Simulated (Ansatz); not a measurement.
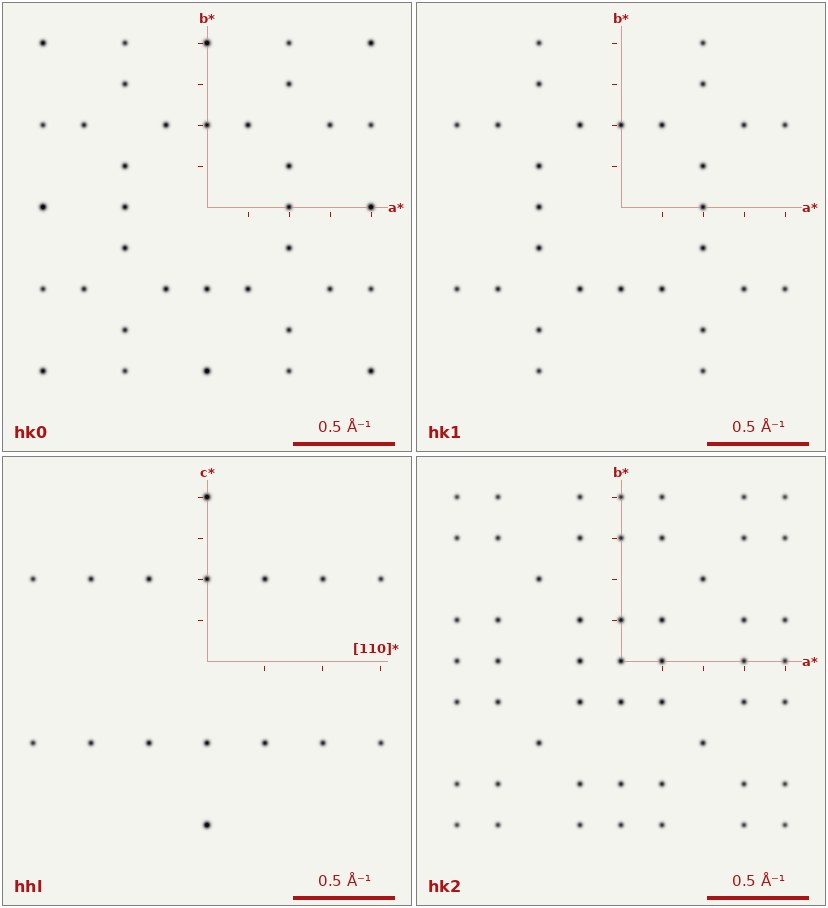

Four undistorted layers of reciprocal space, calculated for a single crystal (X-rays, kinematic |F|², B = 0.5 Å²). Tick marks count the reciprocal lattice steps of the conventional cell along each axis.

The compound is Re. Structure: the input geometry of an electronic-structure calculation (not necessarily at equilibrium); the starting structure was generated, so it need not be a known form of this composition.

Read the reciprocal cell and give the direct cell.

Answer. a* = 0.205, b* = 0.205, c* = 0.205 Å⁻¹; the cell is cubic with a = 4.88 Å.

Which reflection conditions do the layers show?

Answer. Reflections are present only under these conditions. hkl: no condition; hk0: no condition; hhl: l = 2n; h00: h = 2n. The lattice is primitive (P). Further gaps, such as 0 4 1, 4 0 1, 1 4 0, come from atoms on special positions, not from the group's general conditions. A few very weak reflections are below the display threshold.

Which space groups fit?

Answer. The intensities have Laue symmetry m-3m (the hk0 layer shows 4mm, hk1 shows 4mm). With these conditions the candidates are P-43n (No. 218), Pm-3n (No. 223). Diffraction geometry alone does not choose among them; the structure has Pm-3n.
